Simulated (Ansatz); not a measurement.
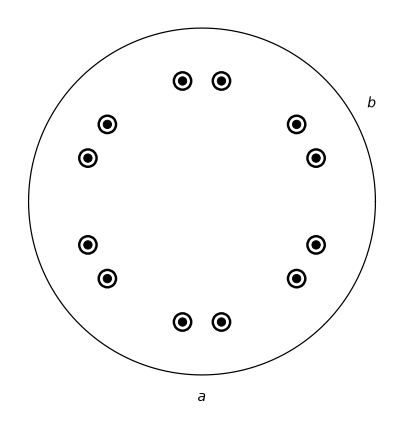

Stereographic projection: filled dots lie in the upper hemisphere, open rings in the lower. The c axis points at the viewer. The poles are all faces of one general form. Computed from the symmetry operations of a computed or model structure of composition Si, which need not be its known form.

Q: Name the crystal class.

A: 6/mmm (D6h), order 24, hexagonal system: one sixfold axis, six twofold axes, seven mirror planes, an inversion centre.

Q: Which physical properties does it allow?

A: It is centrosymmetric, so neither piezoelectric nor pyroelectric; it is not chiral.
